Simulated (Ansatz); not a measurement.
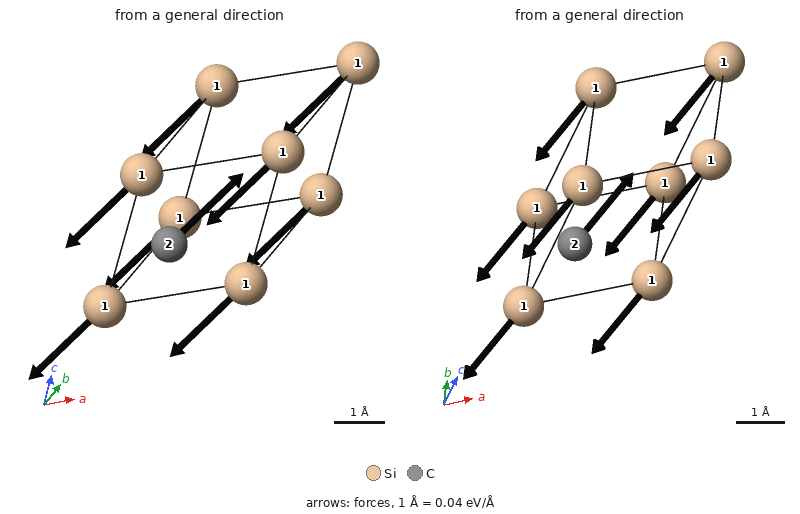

The image is a spheres-only drawing of a crystal, viewed from two general directions. The simulation cell is drawn as a box. The arrows are the computed forces on the atoms.

System: SiC. Electronic-structure method: DFT, PBE, plane waves, PAW (Ansatz). Parameters: plane waves up to 420 eV, k-point mesh 10×10×10, Fermi-Dirac smearing of 0.02 eV, no spin polarisation.

**Could this be the end point of a relaxation?**

No. The atoms still feel forces of up to about 0.069 eV/Å, above a usual threshold of 0.01 to 0.03 eV/Å.

**Which atom is furthest from force balance?**

Si1 and C2, about 0.069 eV/Å.

Its origin is a structure type filled with these elements by a generator (whether the compound takes this form wasn't checked). The cell was then strained or its atoms displaced on purpose. It was run through Ansatz as a DFT input.
